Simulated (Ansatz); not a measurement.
**MgO$_{2}$: 5 runs along one coordinate**

System: MgO$_{2}$ (R-3m, 3 atoms in the cell).
Method: DFT PBEsol, scalar-relativistic, plane waves, PAW, no spin polarisation (Ansatz 0.2.0).

The 5 runs differ only in the geometry, by a strain of the cell at fixed fractional positions. Against run 3, the strain is εzz = η. The structure derives from a Materials Project entry.

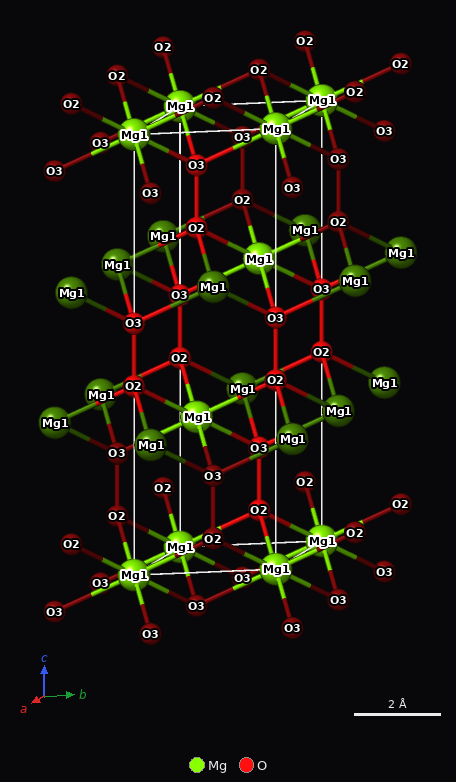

Figure 1. The structure of run 3 (ball-and-stick view of the cell 3 times as large as that of the calculation, set on its symmetry axes, seen slightly off an axis; neighbours outside the cell are drawn fainter; atoms are numbered from 1 in the order of the input). An atom can appear more than once, as a periodic image.

## Input of run 3
```yaml
crystal:
  lattice:
    - [1.6849990668, 0.9728346648, 3.4939788749]
    - [-1.6849990668, 0.9728346648, 3.4939788749]
    - [0.0, -1.9456693296, 3.4939788749]
  atoms:
    - { symbol: Mg, position: [0.0, 0.0, 0.0] }
    - { symbol: O, position: [0.428786, 0.428786, 0.428786] }
    - { symbol: O, position: [0.571214, 0.571214, 0.571214] }
basis:
  ecutwfc: 420
kpoints:
  mp_grid: { grid: [12, 12, 12] }
hamiltonian:
  xc: pbesol
scf:
  occupations: { method: gaussian, width: 0.05 }
output:
  forces: true
  stress: true
  eigenvalues: true
```

Command:
```bash
ansatz run input.yaml --threads 1 --pin off --max-ram 2560MiB --backend cpu --events-out ev --progress --plain --runs-dir out
```

Lattice vectors (Å) and fractional positions of run 3:
```
   1.684999    0.972835    3.493979
  -1.684999    0.972835    3.493979
   0.000000   -1.945669    3.493979
Mg  0.000000  0.000000  0.000000
O   0.428786  0.428786  0.428786
O   0.571214  0.571214  0.571214
```

Run 2 differs from it as follows:
```diff
-    - [1.6849990668, 0.9728346648, 3.4939788749]
-    - [-1.6849990668, 0.9728346648, 3.4939788749]
-    - [0.0, -1.9456693296, 3.4939788749]
+    - [1.6849990668, 0.9728346648, 3.406629403]
+    - [-1.6849990668, 0.9728346648, 3.406629403]
+    - [0.0, -1.9456693296, 3.406629403]
```

## Results, with one run withheld

| run | strain parameter η (%) | free energy per atom, from the lowest run given (meV) | pressure (GPa) | gap on the mesh (eV) |
| --- | --- | --- | --- | --- |
| 1 | −5.0000 | 14.68 | −3.82 | 2.68 |
| 2 | −2.5000 | ? | ? | ? |
| 3 | 0.0000 | 0.00 | −12.09 | 2.31 |
| 4 | 2.5000 | 22.30 | −15.11 | 1.86 |
| 5 | 5.0000 | 60.11 | −17.54 | 1.45 |

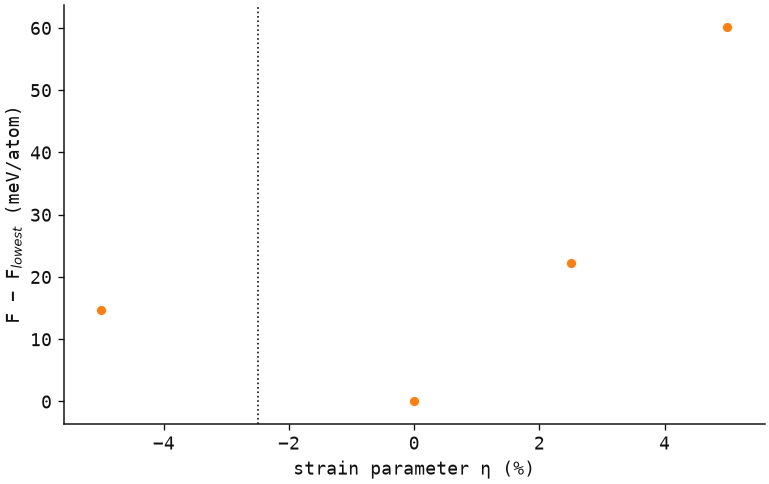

Figure 2. Free energy per atom of the runs given; the dotted line marks run 2.

Estimate the energy of run 2 from the others.

A quadratic polynomial in the coordinate, fitted to the 4 runs given, misses them by at most 0.93 meV per atom. With x = η − 0.6250, it reads F = 4.139 + 6.4301 x + 1.4726 x² (meV per atom). At run 2 it gives −1.57 meV per atom, and the run itself gives −3.75. The fit has its minimum at η = −1.5582 %. The miss comes from the order of the polynomial or from scatter in that run; these data can't tell which. The gap on the mesh goes, without turning, from 2.68 eV in run 1 to 1.45 eV in run 5; run 2 has 2.66 eV. These are gaps of this functional on this mesh, which can miss the band edges; they aren't the measured gap.

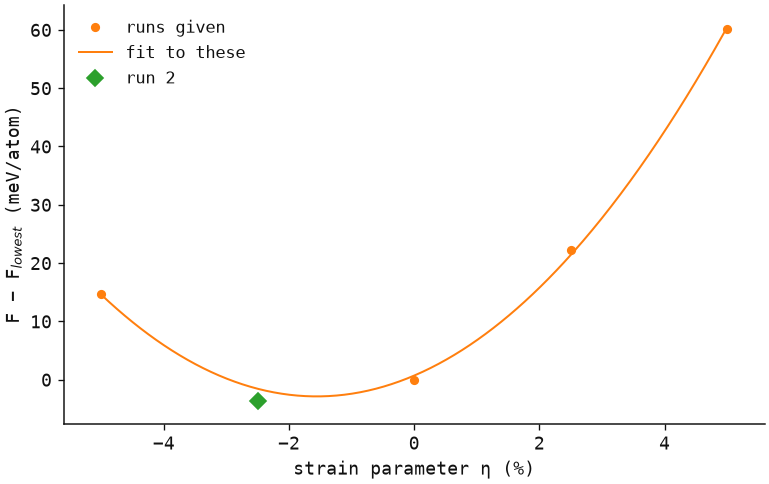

Figure 3. The fit and the withheld run.

## Output, shortened to warnings, some set-up lines, iterations and results (run 2)
```
Basis set: ecut = 420 eV, 659 PW (Γ), exchange–correlation on 54×54×54 points (8 copies of the dense FFT grid, shifted against one another)
Symmetry: 12 space group operations
k-points: 189 of 1728
Initial density: superposition of atomic densities (neutral atoms: chi_scale 0, normalization atom), corrected by the library's trained network
[...]
SCF iter   1: F=—  HF=-3033.478290 eV  |F-HF|=—  |Δ(HF+E_count)|=         —  Δρ=1.31e-2  dr2=5.17e-2  ethr=1.77e-3  ⟨swp⟩=5.3  Hψ=14924  notcnv=0
SCF iter   2: F=—  HF=-3033.465158 eV  |F-HF|=—  |Δ(HF+E_count)|=   1.31e-2  Δρ=5.32e-3  dr2=5.95e-3  ethr=2.35e-4  ⟨swp⟩=2.0  Hψ=6143  notcnv=0
SCF iter   3: F=—  HF=-3033.463377 eV  |F-HF|=—  |Δ(HF+E_count)|=   1.78e-3  Δρ=1.12e-3  dr2=1.41e-4  ethr=2.71e-5  ⟨swp⟩=2.0  Hψ=4558  notcnv=0
SCF iter   4: F=—  HF=-3033.463536 eV  |F-HF|=—  |Δ(HF+E_count)|=   1.59e-4  Δρ=1.65e-4  dr2=3.07e-6  ethr=6.43e-7  ⟨swp⟩=2.0  Hψ=4571  notcnv=0
SCF iter   5: F=—  HF=-3033.463562 eV  |F-HF|=—  |Δ(HF+E_count)|=   2.60e-5  Δρ=1.77e-5  dr2=7.40e-8  ethr=1.40e-8  ⟨swp⟩=2.7  Hψ=4695  notcnv=0
SCF iter   6: F=-3033.463562 eV  HF=-3033.463562 eV  |F-HF|=3.61e-9  |Δ(HF+E_count)|=   1.52e-9  Δρ=5.54e-6  dr2=4.03e-9  ethr=3.36e-10  ⟨swp⟩=2.7  Hψ=10374  notcnv=0
SCF 1 converged in 6 iterations: F = -3033.463562 eV  dr2 = 4.03e-9
SCF converged after 6 iterations
Free energy (F): -3033.463562 eV
Harris-Foulkes:  -3033.463562 eV  (|F-HF|=3.61e-9)
Internal energy: -3033.463562 eV  (E = F + TS)
E sigma→0 (E₀):  -3033.463562 eV
Fermi energy:    7.195426 eV
--- Per-component energies (eV) ---
  E_band       = -370.091811
  E_kinetic    = 423.815227
  E_local      = -2202.894745  (includes V_loc(G=0)·N_el)
  E_nonlocal   = 192.659769
  E_hartree    = 768.527877
  E_xc         = -173.830946
  E_vxc        = -223.411256  (∫ρ·V_xc dr)
  E_paw        = -585.134137  (= ΣΔE_a)
  E_vpaw       = -97.321432  (= ΣTr[D̂ρ^β])
  E_aug_tail   = 0.004708  (compensation charges beyond the density's cutoff)
  E_ewald      = -1456.740752
  E_core_change = 0.129438  (= ΣΔE_core)
  E_smearing   = -0.000000  (= −TS)
  E_closure    = 0.000000  (closes the sum)
  Σ components = -3033.463562   (vs F -3033.463562, Δ=0.00e0)
--- Forces (eV/Å), atoms counted from 1 ---
  atom   1  Mg    -0.00000000     0.00000000     0.00000000
  atom   2  O      0.00000000    -0.00000000    -0.96975804
  atom   3  O     -0.00000000     0.00000000     0.96975804
  max |Σ_I F_I| component: 4.63e-18 eV/Å
--- Stress (GPa, compression-positive) ---
      -14.429532       0.000000       0.000000
        0.000000     -14.429532      -0.000000
       -0.000000      -0.000000       3.747321
  P = ⅓ Tr σ = -8.3706 GPa (-83.706 kbar)
```
